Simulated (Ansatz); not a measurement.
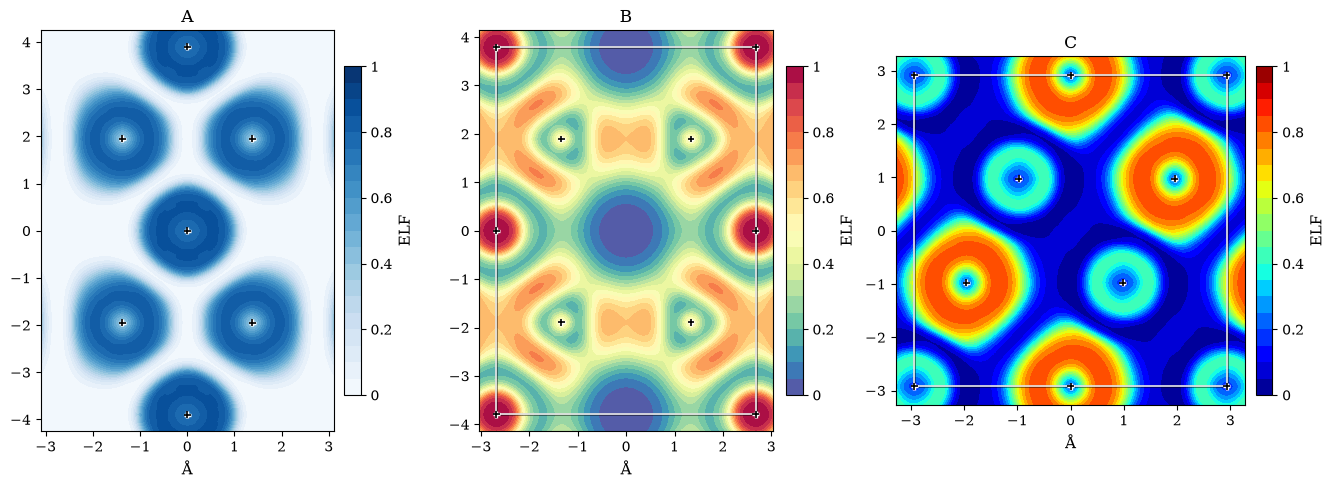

The electron localisation function of 3 systems, each on a plane through atoms (crosses mark nuclei in the plane).

All numbers below come from DFT PBE, scalar-relativistic, plane waves, PAW in Ansatz 0.2.0.

System 1: MgO, the (110) plane of the conventional cell. Space group R-3m.

```
Mg O
1.0
     2.38414    0.00000   -2.38414
    -2.38414    2.38414    0.00000
     3.38548    3.38548    3.38548
Mg O
3 3
Cartesian
  0.0000 0.0000 0.0000
  1.9232 1.9232 -0.4610
  1.4623 3.8464 1.4623
  -0.2305 2.1537 -0.2304
  1.6927 1.6927 1.6927
  3.6160 3.6159 1.2318
```

System 2: CoSi$_{2}$, the (011) plane of the conventional cell. Space group Fm-3m; a structure from a database of computed crystals, not necessarily the ambient phase; computed without spin polarisation.

System 3: CaF$_{2}$, the (011) plane of the conventional cell. Space group Fm-3m.

```yaml
crystal:
  lattice:
    - [5.51044, 0.00000, 0.00000]
    - [0.00000, 5.51044, 0.00000]
    - [0.00000, 0.00000, 5.51044]
  atoms:
    - { symbol: Ca, position: [0.00000, 0.00000, 0.00000] }
    - { symbol: Ca, position: [0.50000, 0.50000, 0.00000] }
    - { symbol: Ca, position: [0.50000, 0.00000, 0.50000] }
    - { symbol: Ca, position: [0.00000, 0.50000, 0.50000] }
    - { symbol: F, position: [0.25000, 0.25000, 0.25000] }
    - { symbol: F, position: [0.75000, 0.75000, 0.25000] }
    - { symbol: F, position: [0.75000, 0.25000, 0.75000] }
    - { symbol: F, position: [0.25000, 0.75000, 0.75000] }
    - { symbol: F, position: [0.75000, 0.25000, 0.25000] }
    - { symbol: F, position: [0.25000, 0.75000, 0.25000] }
    - { symbol: F, position: [0.25000, 0.25000, 0.75000] }
    - { symbol: F, position: [0.75000, 0.75000, 0.75000] }
```

Which map belongs to which system?

Answer. Panel A is system 3, CaF$_{2}$: the plane holds Ca and F. Ca–F (2.39 Å): the ELF is about 0.05 at the midpoint; an ionic contact with no shared pair. Panel B is system 2, CoSi$_{2}$: the plane holds Co and Si. Co–Si (2.32 Å): the ELF peaks at about 0.75 in the valence shell of Si, 0.9 Å from its nucleus, and is about 0.50 at the midpoint. Panel C is system 1, MgO: the plane holds Mg and O. Mg–O (2.18 Å): the ELF peaks at about 0.85 in the valence shell of O, 0.6 Å from its nucleus, and is about 0.35 at the midpoint (an ionic contact with no shared pair).
